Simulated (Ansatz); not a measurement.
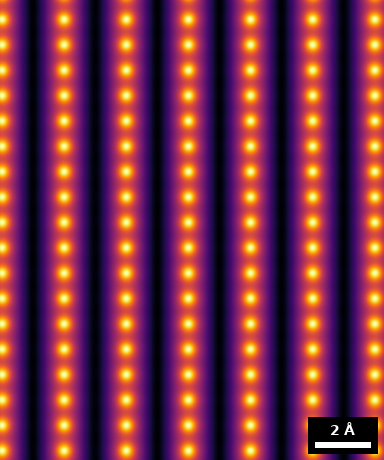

Projected-potential map of a crystal. Computed as the sum of neutral-atom potentials (tabulated electron scattering factors, B = 0.3 Å²) projected along the beam and smoothed by 0.25 Å; brighter is more positive. The display is stretched by a gamma of 0.6; percentages refer to the linear signal.

### Measure the repeat of the pattern.

The pattern repeats on a rectangular net of 0.9 × 2.3 Å.

### What is the plane group of the image?

p2mm: mirror lines in two perpendicular directions, with twofold points where they cross.

### How many columns does the smallest repeating cell hold, and how many levels of brightness?

1 column in the primitive cell of 2.1 Å², all of one brightness.

The crystal is Si (Im-3m, No. 229) seen along [211]. Atomic positions: a calculation's starting geometry; the starting structure was generated, so it need not be a known form of this composition.
